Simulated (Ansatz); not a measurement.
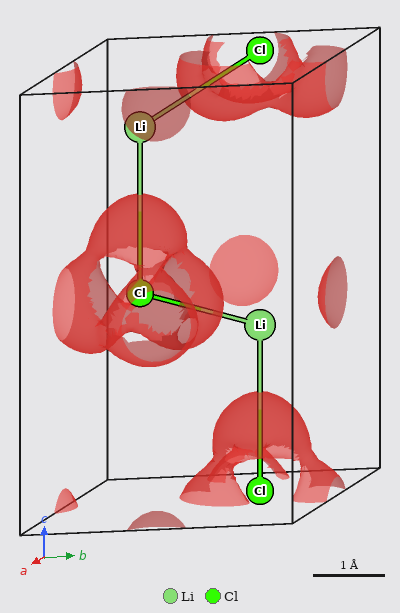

Figure. LiCl. Bonding charge density, ρ(crystal) − Σ ρ(neutral atoms): red surfaces at +0.03, none at −0.03 e/Å³, in the conventional cell seen slightly off an axis (the regions close to the nuclei are left out). Cores are masked to 0.8 Å (Li) and 0.7 Å (Cl).

Space group P6_3mc. The cell comes from a database of computed structures, not from a measurement.

Method: Ansatz 0.2.0, DFT PBE, scalar-relativistic, plane waves, PAW.

In a PAW calculation such maps are meaningful between the atoms, not at the nuclei.

Input

```
crystal:
  lattice:
    - [3.9248822083, 0.0, 0.0]
    - [-1.9624411042, 3.3990476993, 0.0]
    - [0.0, 0.0, 6.357161]
  atoms:
    - { symbol: Li, position: [0.66666667, 0.33333333, 0.876017] }
    - { symbol: Li, position: [0.33333333, 0.66666667, 0.376017] }
    - { symbol: Cl, position: [0.66666667, 0.33333333, 0.498984] }
    - { symbol: Cl, position: [0.33333333, 0.66666667, 0.998984] }
basis:
  ecutwfc: 420
  fft_grid_basis: typed
kpoints:
  mp_grid: { grid: [9, 9, 6] }
hamiltonian:
  xc: pbe
scf:
  occupations: { method: gaussian, width: 0.05 }
output:
  forces: true
  stress: true
  eigenvalues: true
  bader: true
  write_density: true
  volumetric_format: npy
  elf: true
```

Command:

```sh
ansatz run input.yaml --threads 1 --pin off --max-ram 2560MiB --backend cpu --events-out ev --progress --plain --runs-dir out
```

The picture shows the conventional cell (a = 3.92 Å, b = 3.92 Å, c = 6.36 Å, α = 90.00°, β = 90.00°, γ = 120.00°).

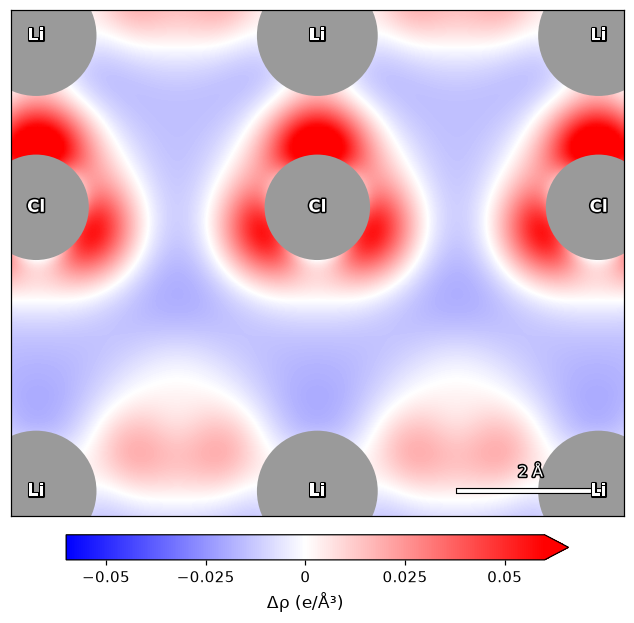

The same field as a map on the (010) plane of the conventional cell, with grey discs over the atomic cores.

**Read the map: where is density gained and where lost?**

Cl–Li (2.40 Å): Δρ is +0.05 e/Å³ at the midpoint.
- Over the whole cell, outside the masked cores, the largest gain, 0.08 e/Å³, lies 0.9 Å from a chlorine nucleus and 1.5 Å from a lithium one, and the largest loss, 0.019 e/Å³, lies 1.4 Å from a lithium nucleus.
- The rearranged charge, half the integral of |Δρ|, is about 0.16 e an atom.
- Bader charges: Li +0.89 and Cl −0.89 e.

Run time: 30 s on 1 thread of Arm Neoverse V1, on a shared host, peak memory 0.35 GiB.
